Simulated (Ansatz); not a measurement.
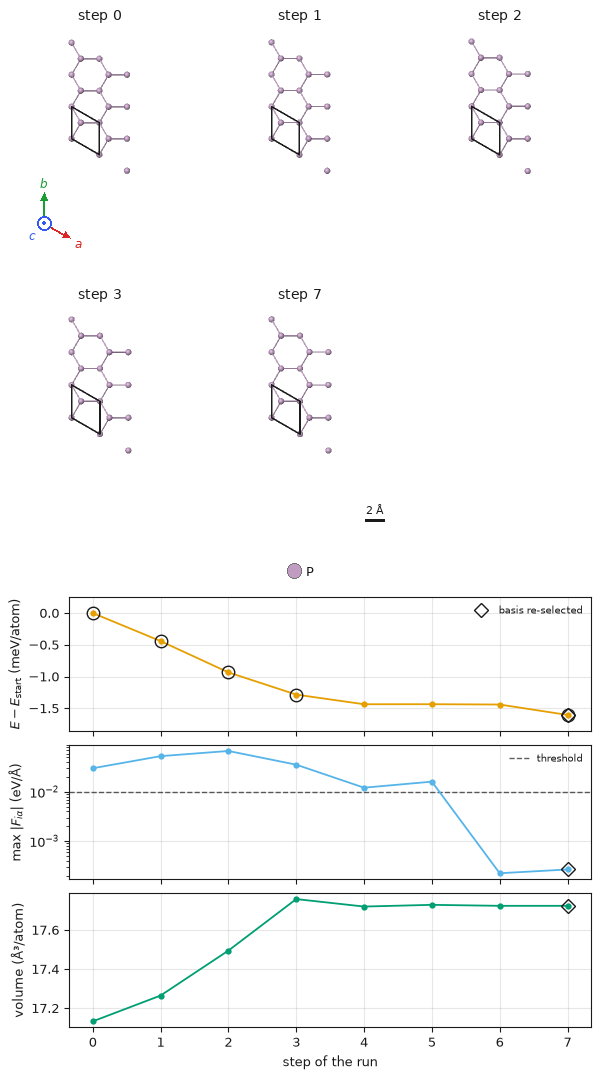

Frames of a relaxation of solid P (a generated structure, set up in P-6m2), marked on the history of the run. Style: ball-and-stick. Shown: the cell of the calculation, repeated 2 × 3 × 1 with one cell outlined, along the c axis.

Computed with DFT PBE, scalar-relativistic, plane waves, PAW in Ansatz. Settings: plane-wave cutoff 420 eV; k-point mesh 18 × 18 × 10; occupations gaussian; smearing width 0.1 eV; no spin polarisation; cell and atoms relaxed; force threshold 0.01 eV/Å; at most 80 steps.

### What happens along the run?

After 6 accepted moves (7 points after the start) the energy has fallen by 1.6 meV per atom. Largest force component: 0.03 eV/Å at the start, 0.00027 eV/Å at the end. Pressure: 0.73 GPa at the start and 0.02 GPa at the end. At 1 point the geometry stayed and the basis and grid were re-selected for the new cell (energy shift of 0.2 meV per atom at most each time). No atom moves by more than 0.005 Å relative to the cell. The volume changes by +3.4 %, with a = b 3.382 → 3.467 Å (+2.5 %), c 5.190 → 5.108 Å (−1.6 %). Near-neighbour distances that change, for instance: P–P 2.167 → 2.130 Å, P–P 2.469 → 2.495 Å. Bond angles that change, for instance: P–P–P 75.5° → 73.3°. The space group stays P-6m2 (No. 187). From step 0 to 1: volume +0.8 %, energy −0.4 meV per atom. From step 1 to 2: volume +1.3 %, energy −0.5 meV per atom. From step 2 to 3: volume +1.5 %, energy −0.3 meV per atom. From step 3 to 7: volume −0.2 %, energy −0.3 meV per atom.
